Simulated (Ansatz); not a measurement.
Ti$_{5}$O: geometry relaxation (part 2 of 2)

Continued. System: Ti$_{5}$O (slab, 6 atoms in the cell). Method: DFT PBE, scalar-relativistic, plane waves, PAW, PAW set soft_1, no spin polarisation (Ansatz 0.2.0); cutoff 420 eV, 9×9×1 k-mesh, Gaussian smearing of 0.1 eV. The structure derives from an entry of the Crystallography Open Database. The input holds or restrains some coordinates.

Geometry of the input (Å; fractional positions):
```
2.9382  0.0000  0.0000
-1.4691  2.5445  0.0000
0.0000  0.0000  24.7117
Ti 0.6667  0.3333  0.1619
Ti 0.3333  0.6667  0.2560
Ti 0.6667  0.3333  0.3507
Ti 0.3333  0.6667  0.4476
Ti 0.6667  0.3333  0.5346
O  1.0000  0.5000  0.5994
```

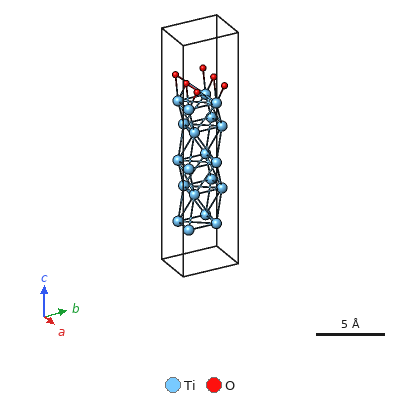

The geometry at step 2 of the log (ball-and-stick view of the 2 × 2 repeat of the cell, with the vacuum cut short, seen slightly off an axis).

Output, continued:
```
SCF iter   1: F=—  HF=-13064.602837 eV  |F-HF|=—  |Δ(HF+E_count)|=         —  Δρ=3.74e-3  dr2=4.13e-2  ethr=3.90e-4  p=-0.156 e·Å  D=-1.53e-1 V/Å  ΔV_dip=3.78 eV  dr2_dipole=1.18e-2  V_vac-E_F(+/−)=8.19/4.41 eV  ⟨swp⟩=2.3  Hψ=2151  notcnv=0  defer=19
efield: sawtooth ramp at fractional position 0.8606 (handed on by an earlier solve), width 0.0400; the density the first Hamiltonian is built on has a dipole p = -0.156 e·Å; the dipole correction subtracts the counter field D = -1.53e-1 V/Å, which shifts the + side's vacuum level by +3.78 eV against the − side's; the planar-averaged density in the ramp window peaks in size at 9.2e-6 e/Å³
preconditioner: auto → LDOS  [metal: Δε(μ)=0.017 eV  Ē_g=3.926 eV  σ=0.100 eV  W_gap=0.10  n_scr=18 (ndim 8)  ℏωp=13.9 eV  f_vac=0.445  D(μ)=9.79/eV (n_scr^D=114)  β→1.0]
SCF iter   2: F=—  HF=-13064.597619 eV  |F-HF|=—  |Δ(HF+E_count)|=   5.22e-3  Δρ=2.66e-3  dr2=2.40e-2  ethr=6.25e-5  p=-0.137 e·Å  D=-1.34e-1 V/Å  ΔV_dip=3.32 eV  dr2_dipole=1.77e-3  V_vac-E_F(+/−)=7.74/4.42 eV  ⟨swp⟩=2.8  Hψ=1974  notcnv=0  defer=22
SCF iter   3: F=—  HF=-13064.595359 eV  |F-HF|=—  |Δ(HF+E_count)|=   2.26e-3  Δρ=8.63e-4  dr2=4.25e-3  ethr=3.63e-5  p=-0.143 e·Å  D=-1.40e-1 V/Å  ΔV_dip=3.46 eV  dr2_dipole=8.62e-4  V_vac-E_F(+/−)=7.88/4.42 eV  ⟨swp⟩=2.0  Hψ=1403  notcnv=0  defer=22
SCF iter   4: F=—  HF=-13064.595158 eV  |F-HF|=—  |Δ(HF+E_count)|=   2.01e-4  Δρ=1.73e-4  dr2=4.97e-4  ethr=6.44e-6  p=-0.143 e·Å  D=-1.40e-1 V/Å  ΔV_dip=3.46 eV  dr2_dipole=1.96e-4  V_vac-E_F(+/−)=7.87/4.42 eV  ⟨swp⟩=2.0  Hψ=1280  notcnv=0  defer=20
SCF iter   5: F=—  HF=-13064.595170 eV  |F-HF|=—  |Δ(HF+E_count)|=   1.18e-5  Δρ=2.66e-4  dr2=4.09e-4  ethr=7.53e-7  p=-0.142 e·Å  D=-1.40e-1 V/Å  ΔV_dip=3.45 eV  dr2_dipole=8.44e-5  V_vac-E_F(+/−)=7.87/4.42 eV  ⟨swp⟩=2.0  Hψ=1252  notcnv=0  defer=20
SCF iter   6: F=-13064.595145 eV  HF=-13064.595156 eV  |F-HF|=1.07e-5  |Δ(HF+E_count)|=   1.38e-5  Δρ=5.26e-5  dr2=1.15e-5  ethr=1.52e-7  p=-0.142 e·Å  D=-1.39e-1 V/Å  ΔV_dip=3.45 eV  dr2_dipole=4.14e-7  V_vac-E_F(+/−)=7.86/4.42 eV  ⟨swp⟩=20.9  Hψ=10045  notcnv=0
SCF 3 converged in 6 iterations: F = -13064.595145 eV  dr2 = 1.15e-5
relax step   3: F+E_penalty+E_count = -13064.59514527 eV  Δ(F+E_penalty+E_count) = -6.821e-2 eV  max|allowed force component| = 4.041e-1 eV/Å  Δτ_max = 0.0561 Å  (6 SCF iters, dr2 threshold 1.00e-4 eV, accepted)
SCF iter   1: F=—  HF=-13064.598127 eV  |F-HF|=—  |Δ(HF+E_count)|=         —  Δρ=9.06e-4  dr2=3.17e-3  ethr=2.99e-5  p=-0.142 e·Å  D=-1.39e-1 V/Å  ΔV_dip=3.45 eV  dr2_dipole=1.17e-3  V_vac-E_F(+/−)=7.86/4.42 eV  ⟨swp⟩=2.0  Hψ=1778  notcnv=0  defer=5
efield: sawtooth ramp at fractional position 0.8606 (handed on by an earlier solve), width 0.0400; the density the first Hamiltonian is built on has a dipole p = -0.142 e·Å; the dipole correction subtracts the counter field D = -1.39e-1 V/Å, which shifts the + side's vacuum level by +3.45 eV against the − side's; the planar-averaged density in the ramp window peaks in size at 9.6e-6 e/Å³
preconditioner: auto → LDOS  [metal: Δε(μ)=0.014 eV  Ē_g=3.960 eV  σ=0.100 eV  W_gap=0.08  n_scr=18 (ndim 8)  ℏωp=13.9 eV  f_vac=0.446  D(μ)=9.80/eV (n_scr^D=114)  β→1.0]
SCF iter   2: F=—  HF=-13064.597801 eV  |F-HF|=—  |Δ(HF+E_count)|=   3.27e-4  Δρ=6.94e-4  dr2=1.77e-3  ethr=4.80e-6  p=-0.138 e·Å  D=-1.35e-1 V/Å  ΔV_dip=3.34 eV  dr2_dipole=2.13e-4  V_vac-E_F(+/−)=7.75/4.42 eV  ⟨swp⟩=2.6  Hψ=1665  notcnv=0  defer=6
SCF iter   3: F=—  HF=-13064.597688 eV  |F-HF|=—  |Δ(HF+E_count)|=   1.12e-4  Δρ=2.41e-4  dr2=2.86e-4  ethr=2.68e-6  p=-0.139 e·Å  D=-1.36e-1 V/Å  ΔV_dip=3.37 eV  dr2_dipole=3.65e-5  V_vac-E_F(+/−)=7.79/4.42 eV  ⟨swp⟩=2.0  Hψ=1260  notcnv=0  defer=6
SCF iter   4: F=—  HF=-13064.597674 eV  |F-HF|=—  |Δ(HF+E_count)|=   1.45e-5  Δρ=4.45e-5  dr2=2.75e-5  ethr=4.34e-7  p=-0.139 e·Å  D=-1.36e-1 V/Å  ΔV_dip=3.37 eV  dr2_dipole=7.13e-6  V_vac-E_F(+/−)=7.78/4.42 eV  ⟨swp⟩=2.1  Hψ=1274  notcnv=0  defer=6
SCF iter   5: F=—  HF=-13064.597676 eV  |F-HF|=—  |Δ(HF+E_count)|=   1.97e-6  Δρ=6.36e-5  dr2=2.38e-5  ethr=1.55e-8  p=-0.139 e·Å  D=-1.36e-1 V/Å  ΔV_dip=3.37 eV  dr2_dipole=3.94e-6  V_vac-E_F(+/−)=7.78/4.42 eV  ⟨swp⟩=18.7  Hψ=10002  notcnv=0
SCF iter   6: F=-13064.597675 eV  HF=-13064.597675 eV  |F-HF|=6.56e-7  |Δ(HF+E_count)|=   4.08e-7  Δρ=1.45e-5  dr2=8.07e-7  ethr=1.55e-8  p=-0.139 e·Å  D=-1.36e-1 V/Å  ΔV_dip=3.37 eV  dr2_dipole=1.88e-8  V_vac-E_F(+/−)=7.78/4.42 eV  ⟨swp⟩=11.8  Hψ=7887  notcnv=0
SCF 4 converged in 6 iterations: F = -13064.597675 eV  dr2 = 8.07e-7
relax step   4: F+E_penalty+E_count = -13064.59767467 eV  Δ(F+E_penalty+E_count) = -2.529e-3 eV  max|allowed force component| = 7.168e-3 eV/Å  Δτ_max = 0.0123 Å  (6 SCF iters, dr2 threshold 1.02e-5 eV, accepted)
iter 1 solved again at ethr=1.25e-9 eV; its pass at ethr=3.10e-3 eV (dr2=8.23e-7 eV) is discarded
SCF iter   1: F=—  HF=-13064.597700 eV  |F-HF|=—  |Δ(HF+E_count)|=         —  Δρ=1.45e-5  dr2=8.22e-7  ethr=1.25e-9  p=-0.139 e·Å  D=-1.36e-1 V/Å  ΔV_dip=3.37 eV  dr2_dipole=2.42e-8  V_vac-E_F(+/−)=7.78/4.42 eV  ⟨swp⟩=1.0  Hψ=2600  notcnv=0
efield: sawtooth ramp at fractional position 0.8606 (handed on by an earlier solve), width 0.0400; the density the first Hamiltonian is built on has a dipole p = -0.139 e·Å; the dipole correction subtracts the counter field D = -1.36e-1 V/Å, which shifts the + side's vacuum level by +3.37 eV against the − side's; the planar-averaged density in the ramp window peaks in size at 9.7e-6 e/Å³
preconditioner: auto → LDOS  [metal: Δε(μ)=0.013 eV  Ē_g=3.965 eV  σ=0.100 eV  W_gap=0.07  n_scr=18 (ndim 8)  ℏωp=13.9 eV  f_vac=0.446  D(μ)=9.79/eV (n_scr^D=114)  β→1.0]
SCF iter   2: F=—  HF=-13064.597675 eV  |F-HF|=—  |Δ(HF+E_count)|=   2.45e-5  Δρ=1.22e-5  dr2=7.08e-7  ethr=1.25e-9  p=-0.139 e·Å  D=-1.36e-1 V/Å  ΔV_dip=3.37 eV  dr2_dipole=2.11e-7  V_vac-E_F(+/−)=7.78/4.42 eV  ⟨swp⟩=2.0  Hψ=1317  notcnv=0
SCF iter   3: F=-13064.597675 eV  HF=-13064.597675 eV  |F-HF|=1.62e-8  |Δ(HF+E_count)|=   9.48e-8  Δρ=1.92e-6  dr2=1.39e-8  ethr=1.52e-10  p=-0.139 e·Å  D=-1.36e-1 V/Å  ΔV_dip=3.37 eV  dr2_dipole=8.48e-10  V_vac-E_F(+/−)=7.78/4.42 eV  ⟨swp⟩=9.8  Hψ=7492  notcnv=0
SCF 5 converged in 3 iterations: F = -13064.597675 eV  dr2 = 1.39e-8
relax step   5: F+E_penalty+E_count = -13064.59767538 eV  Δ(F+E_penalty+E_count) = -7.139e-7 eV  max|allowed force component| = 6.552e-3 eV/Å  Δτ_max = 0.0000 Å  (3 SCF iters, accepted)
WARN: The input density's exchange-correlation potential varies sharply where the density is thin. Do not read a vacuum level from v_tot or v_xc, or from such a field of the output density. On a cell that repeats whose density bears no net charge and no dipole along the vacuum's axis use v_es (v_loc + v_h of the components); under efield.dipole_correction with no amplitude use v_es + v_field, which holds any external_charges[].barrier, or the levels of the report's work_function block, which leave it out; under a non-zero efield.amplitude the vacuum is tilted and has no level; on a cell that repeats and bears such a dipole with no correction it is tilted too, and efield.dipole_correction with no amplitude gives each side of its ramp a level where efield: is served; in a cell that repeats whose density bears a net charge (total_charge, or a fill off its count) it is curved and has none; of a slab under crystal.periodic whose density bears no net charge use v_es, which has a level on each side, short of where the two are joined; of another it falls or rises all the way out and has none; of a slab beside external_charges read slab_vacuum_level instead, which it has where they leave it neutral. The grid or the basis barely resolves most such structure, and the values can differ between equally converged runs; as a rule a tighter scf.convergence.dr2_threshold does not remove it. Where the density itself ripples (under the LDA too) a higher basis.ecutwfc lessens it. The files hold the spikes' plane waves up to the density's cutoff. Files: v_tot and the like, and their columns of v_z.tsv (output.write_potential); v_xc and the like, and their columns of v_comp_z.tsv (output.write_potential_components); where files of the output density stand in their place, no point of their own thin density is over the threshold below, and this is of outcome.potential() and, of a run that writes arrays (npy), the arrays of these names. Measured: with its Gaussian average of σ = 0.25 Å subtracted twice, the exchange-correlation potential is over 0.1 eV at 48 of the grid points where the equally averaged density (valence and model cores) is under 1e-3 e/Å³, and 0.126 eV at the most among them, at an averaged density of 1.3e-7 e/Å³. See output.write_potential in the manual, Limitations
SCF converged after 3 iterations
Free energy (F): -13064.597675 eV
Harris-Foulkes:  -13064.597675 eV  (|F-HF|=1.62e-8)
Internal energy: -13064.548733 eV  (E = F + TS)
E sigma→0 (E₀):  -13064.573204 eV
Entropy (-TS):   -0.048943 eV (-8.157 meV/atom)
Fermi energy:    3.453689 eV
Dipole field:    D = -0.136223 V/Å  (p = -0.139083 e·Å, saw-weighted, corrected)
Work function:   Φ+ = 7.7820 eV   Φ− = 4.4155 eV
Levels:          The Fermi level and band energies are counted from a zero that moves with the ramp; work functions are not
--- Per-component energies (eV) ---
  E_band       = -1408.270130
  E_kinetic    = 1573.897052
  E_local      = -58566.547229  (includes V_loc(G=0)·N_el)
  E_nonlocal   = 356.280979
  E_hartree    = 28480.115185
  E_xc         = -651.021737
  E_vxc        = -816.680777  (∫ρ·V_xc dr)
  E_paw        = -5373.810144  (= ΣΔE_a)
  E_vpaw       = -913.557892  (= ΣTr[D̂ρ^β])
  E_aug_tail   = 0.000341  (compensation charges beyond the density's cutoff)
  E_efield     = 0.009473  (sawtooth field / dipole correction)
  E_vefield    = -1.880543  (∫n·V_field dr)
  E_ewald      = 21116.527346
  E_smearing   = -0.048943  (= −TS)
  E_closure    = 0.000000  (closes the sum)
  Σ components = -13064.597675   (vs F -13064.597675, Δ=0.00e0)
--- Forces (eV/Å), atoms counted from 1 ---
  atom   1  Ti     0.00055834     0.00032236     0.52004459
  atom   2  Ti    -0.00590816    -0.00341108    -0.47052809
  atom   3  Ti    -0.01014546    -0.00585748     0.12909263
  atom   4  Ti     0.23725333     0.13697827    -1.73804217
  atom   5  Ti    -1.86015955    -1.07396362     1.56597289
  atom   6  O      1.63837382     0.94591557    -0.00655216
  max |Σ_I F_I| component: 2.77e-5 eV/Å
--- Band table (eV; the first three rows and the last of 25) ---
  k-point 0: bands = ["-53.4676", "-53.2936", "-53.2157", "-53.1401", "-53.0110", "-29.9186", "-29.8499", "-29.6794", "-29.4397", "-29.4347", "-29.3881", "-29.2713", "-29.2668", "-29.2628", "-29.2196", "-29.2130", "-29.1554", "-29.1154", "-29.0488", "-29.0402", "-13.8148", "-2.3846", "-1.6767", "-0.8327", "-0.1825", "0.4232", "0.6703", "1.2386", "2.3549", "3.3258", "3.6620", "3.8950", "4.1430", "4.1685", "4.1829", "4.1991", "4.2148", "4.2950", "4.3808", "4.5042"]
  k-point 1: bands = ["-53.4587", "-53.2836", "-53.2089", "-53.1292", "-53.0055", "-29.8998", "-29.8346", "-29.6799", "-29.4987", "-29.4492", "-29.4065", "-29.3157", "-29.2880", "-29.2812", "-29.2632", "-29.2247", "-29.1958", "-29.1310", "-29.0883", "-29.0465", "-13.7595", "-2.0539", "-1.3754", "-0.6063", "-0.0244", "0.4679", "0.8683", "1.0635", "2.3619", "3.2156", "3.5008", "3.5719", "3.8435", "3.9657", "4.1237", "4.3065", "4.3681", "4.3987", "4.4678", "4.5746"]
  k-point 2: bands = ["-53.4364", "-53.2581", "-53.1921", "-53.1006", "-52.9920", "-29.8559", "-29.7975", "-29.6983", "-29.6286", "-29.5070", "-29.4827", "-29.4267", "-29.3688", "-29.3364", "-29.3190", "-29.2799", "-29.2511", "-29.1978", "-29.1376", "-29.0652", "-13.6178", "-1.1546", "-0.6165", "-0.2937", "0.1035", "0.5474", "0.8950", "1.5369", "2.3403", "2.7775", "2.9980", "3.2986", "3.4410", "3.5775", "3.9293", "4.1809", "4.3599", "4.6106", "4.6973", "4.8960"]
  k-point 24: bands = ["-53.3896", "-53.2015", "-53.1605", "-53.0347", "-52.9685", "-29.9007", "-29.8927", "-29.8264", "-29.7271", "-29.6833", "-29.6129", "-29.5900", "-29.4792", "-29.4383", "-29.3698", "-29.3521", "-29.3414", "-29.2613", "-29.2492", "-29.1574", "-13.3766", "-0.9391", "0.1941", "0.6711", "1.2124", "1.2919", "1.5917", "1.7194", "1.8665", "2.1922", "2.5175", "2.7102", "2.8576", "3.6420", "3.9375", "4.1201", "4.3182", "4.5030", "4.8496", "5.2890"]
--- Relaxed structure (5 steps of the walk, 5 accepted, 0 SCFs on fresh bases) ---
  F+E_penalty+E_count = -13064.59767538 eV   max|allowed force component| = 6.552e-3 eV/Å
  atoms:
    - { symbol: Ti, position: [0.6666666667, 0.33333333334999987, 0.1618666015] }
    - { symbol: Ti, position: [0.3333333333, 0.66666666665, 0.2559609806] }
    - { symbol: Ti, position: [0.6666666667, 0.33333333334999987, 0.3506708119] }
    - { symbol: Ti, position: [0.3333333333, 0.66666666665, 0.4475655916] }
    - { symbol: Ti, position: [0.6666666667, 0.33333333334999987, 0.5346335206] }
    - { symbol: O, position: [0.9999999999999998, 0.4999999999999999, 0.5914179964414527] }
```

Trajectory as extended XYZ (Å, eV, eV/Å), 5 frames, from step=1 to step=5:
```
6
Lattice="2.9382 0.0000 0.0000 -1.4691 2.5445 0.0000 0.0000 0.0000 24.7117" Properties=species:S:1:pos:R:3:forces:R:3 step=1 energy=-13064.10894
Ti    1.4691    0.8482    4.0000    0.0006   0.0003   0.5273
Ti    0.0000    1.6963    6.3252   -0.0054  -0.0031  -0.4817
Ti    1.4691    0.8482    8.6657   -0.0103  -0.0060   0.1179
Ti    0.0000    1.6963   11.0601    0.1975   0.1140  -1.5337
Ti    1.4691    0.8482   13.2117   -0.0733  -0.0423   5.6522
O     2.2036    1.2723   14.8117   -0.1092  -0.0631  -4.2825
6
Lattice="2.9382 0.0000 0.0000 -1.4691 2.5445 0.0000 0.0000 0.0000 24.7117" Properties=species:S:1:pos:R:3:forces:R:3 step=2 energy=-13064.52693
Ti    1.4691    0.8482    4.0000    0.0005   0.0003   0.5221
Ti    0.0000    1.6963    6.3252   -0.0057  -0.0033  -0.4730
Ti    1.4691    0.8482    8.6657   -0.0105  -0.0061   0.1220
Ti    0.0000    1.6963   11.0601    0.2233   0.1289  -1.6691
Ti    1.4691    0.8482   13.2117   -0.9880  -0.5704   3.4669
O     2.2036    1.2723   14.6833    0.7801   0.4504  -1.9692
6
Lattice="2.9382 0.0000 0.0000 -1.4691 2.5445 0.0000 0.0000 0.0000 24.7117" Properties=species:S:1:pos:R:3:forces:R:3 step=3 energy=-13064.59514
Ti    1.4691    0.8482    4.0000    0.0005   0.0003   0.5204
Ti    0.0000    1.6963    6.3252   -0.0059  -0.0034  -0.4709
Ti    1.4691    0.8482    8.6657   -0.0102  -0.0059   0.1280
Ti    0.0000    1.6963   11.0601    0.2348   0.1355  -1.7248
Ti    1.4691    0.8482   13.2117   -1.6776  -0.9686   1.9507
O     2.2036    1.2723   14.6272    1.4577   0.8416  -0.4041
6
Lattice="2.9382 0.0000 0.0000 -1.4691 2.5445 0.0000 0.0000 0.0000 24.7117" Properties=species:S:1:pos:R:3:forces:R:3 step=4 energy=-13064.59768
Ti    1.4691    0.8482    4.0000    0.0006   0.0003   0.5200
Ti    0.0000    1.6963    6.3252   -0.0059  -0.0034  -0.4705
Ti    1.4691    0.8482    8.6657   -0.0101  -0.0059   0.1291
Ti    0.0000    1.6963   11.0601    0.2373   0.1370  -1.7377
Ti    1.4691    0.8482   13.2117   -1.8600  -1.0739   1.5660
O     2.2036    1.2723   14.6149    1.6380   0.9457  -0.0072
6
Lattice="2.9382 0.0000 0.0000 -1.4691 2.5445 0.0000 0.0000 0.0000 24.7117" Properties=species:S:1:pos:R:3:forces:R:3 step=5 energy=-13064.59768
Ti    1.4691    0.8482    4.0000    0.0006   0.0003   0.5200
Ti    0.0000    1.6963    6.3252   -0.0059  -0.0034  -0.4705
Ti    1.4691    0.8482    8.6657   -0.0101  -0.0059   0.1291
Ti    0.0000    1.6963   11.0601    0.2373   0.1370  -1.7380
Ti    1.4691    0.8482   13.2117   -1.8602  -1.0740   1.5660
O     2.2036    1.2723   14.6149    1.6384   0.9459  -0.0066
```

Key numbers:

- outcome: converged under the restraints of the input
- electrons treated: 66
- free energy: −13064.5977 eV
- work function, top face: 7.78 eV
- work function, bottom face: 4.42 eV
- Fermi energy: 3.454 eV
- gap on the k-point mesh: none (metallic)
- final volume: 184.75 Å³
- work function (upper face): 7.78 eV
- largest force (length of the vector) at the end, held atoms and coordinates included: 2.658 eV/Å
- hardware: 1 thread of Arm Neoverse V1, 24 GiB of memory available, shared host
- wall time: 2.5 min
- peak memory: 0.45 GiB

Remarks:

Notes on the run: the exchange-correlation potential is rough where the density is thin.
